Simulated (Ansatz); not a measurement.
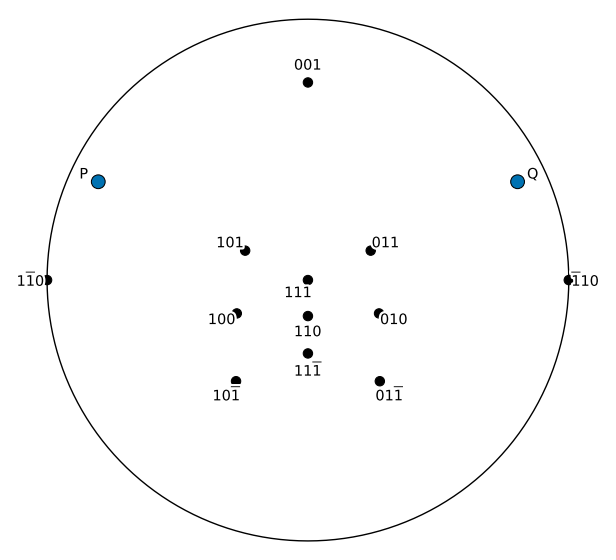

Crystal: Mo, the geometry relaxed with Ansatz, DFT PBE, scalar-relativistic, plane waves, PAW; the starting structure was generated, so it need not be a known form of this composition. Stereographic projection of plane normals (upper hemisphere) centred on (1 1 1). Symmetry computed with spglib at a tolerance of 0.002 Å; standard conventional cell.

a = 2.756 Å, b = 2.756 Å, c = 4.900 Å, α = 90.00°, β = 90.00°, γ = 120.00°.

Question: Index the poles marked P, Q.

Answer: P is (1 −1 1), in four indices (1 −1 0 1), 83.2° from the centre; Q is (−1 1 1), in four indices (−1 1 0 1), 83.2° from the centre.

Question: What is the angle between the normals of (1 −1 0) and (1 1 0), and what are their d_hkl = 1/|g|?

Answer: 90.0°; d = 2.387 Å and 1.378 Å.
